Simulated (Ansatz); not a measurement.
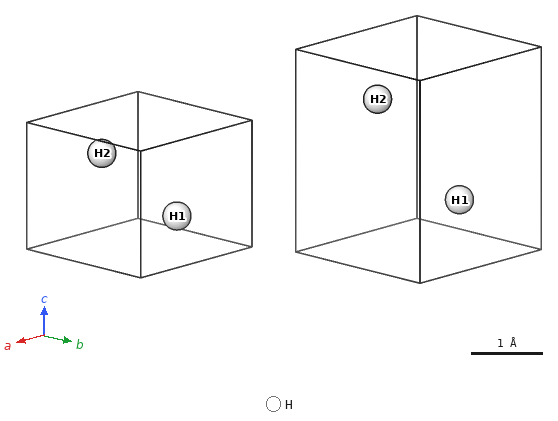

Two geometries of a crystal of H (set up in P6_3/mmc), drawn at one scale. One is the start of a relaxation, the other its converged end. The picture is a ball-and-stick view of the cell of the calculation, seen from a free direction.

Computed with DFT, LDA, PAW with Ansatz's default frozen-core files, scalar-relativistic (Ansatz 0.2.0). (plane-wave cutoff 420 eV; k-point mesh 14 × 14 × 8; occupations fermi dirac; smearing width 0.02 eV; no spin polarisation; cell and atoms relaxed; force threshold 0.005 eV/Å; at most 80 steps)

> Which geometry has the lower energy?

The left one is the relaxed one. Case: cell and atoms relaxed from 1.0 times the given volume. Over 13 accepted moves (15 points after the start) the energy falls by 463 meV per atom. All forces vanish by symmetry, so only the cell relaxes. The pressure goes from −25.68 to −0.01 GPa. At 2 points the geometry stayed and the basis and grid were re-selected for the new cell (energy shift of 1.7 meV per atom at most each time). No atom moves by more than 0.005 Å relative to the cell. The volume changes by −47.5 %, with a = b 2.015 → 1.847 Å (−8.3 %), c 3.237 → 2.024 Å (−37.5 %). The space group stays P6_3/mmc (No. 194).
